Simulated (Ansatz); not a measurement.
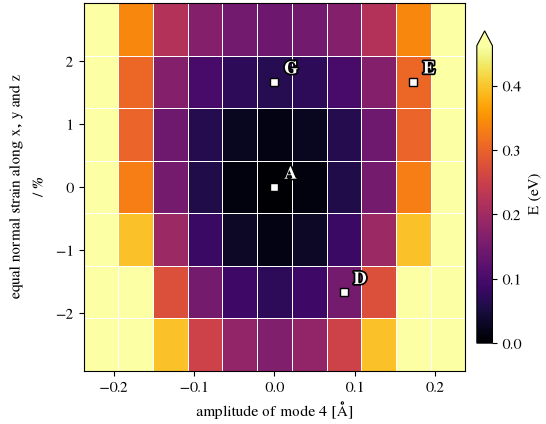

AlN (P6_3/mmc, No. 194; 4 atoms in the cell). The energy is mapped over a normal mode and a strain (zone-centre modes of the 4-atom cell of this scan) (x along [1 0 0], y along [1 2 0], z along [0 0 1] of the conventional cell). The first coordinate is: amplitude of mode 4 (287 cm⁻¹), largest displacement in the unstrained cell; the second: equal normal strain along x, y and z. Nothing is relaxed (the pattern is fixed in fractional coordinates). Grid: 11 × 7 points; 42 points were computed and 35 follow by symmetry. Points are written as (first, second). Energies: eV per cell, counted from the lowest grid point. Level of theory: DFT LDA, scalar-relativistic, plane waves, PAW (Ansatz 0.2.0). Settings: cutoff 520 eV, k-mesh 9×9×6 in the order of the run's cell vectors, gaussian smearing 0.05 eV, no spin polarisation.

The picture shows one coloured cell a grid point, one colour for all values above the top of the scale, lettered points.

Is G the lowest point of the computed grid?

No. G lies 0.06 eV above the lowest grid point, which is at (0.000 Å, 0.00 %).

What kind of point is each of A, D, E, G: minimum, saddle, maximum or slope?

A: minimum; D: on a slope; E: on a slope; G: on a slope. (In these two coordinates alone; a stationary point may lie a little off the grid point.)

PAW datasets: the set soft_1.
